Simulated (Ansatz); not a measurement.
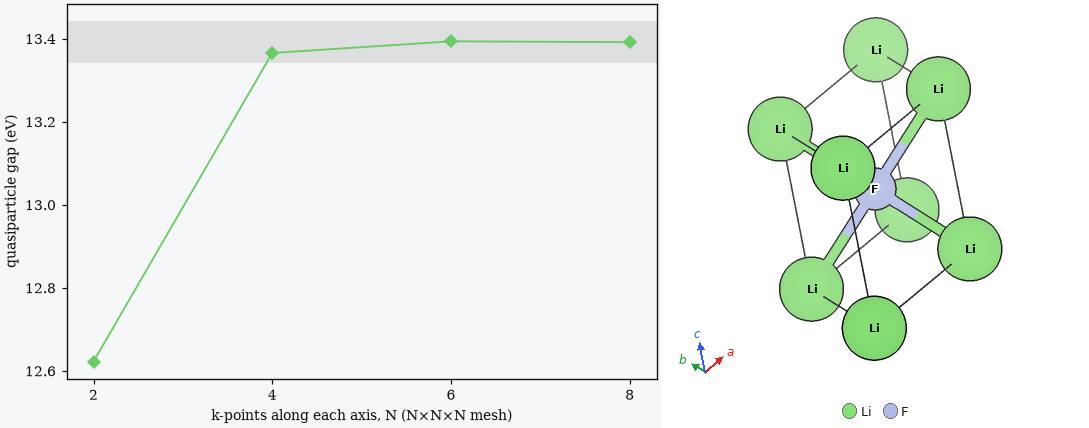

Beside the plot: the structure.

One cell, run at 4 values of the k-point mesh.
LiF (Fm-3m, 2 atoms in the cell); Ansatz 0.2.0-dev, G0W0@PBE, plasmon-pole screening, soft PAW set, first generation; cutoff 420 eV, response cutoff 113 eV, 76 empty bands.
Dashed lines or grey bands mark the tolerance: 0.05 eV.

Q: From which setting is the quasiparticle gap converged to 0.05 eV?

A: The quasiparticle gap is within 0.05 eV of the densest setting's value from 4×4×4 on. It is 12.62 eV at 2×2×2 and 13.39 eV at 8×8×8. The potentials or cutoffs used are known to leave an error of their own, so the limit of this scan isn't the converged value for the crystal.
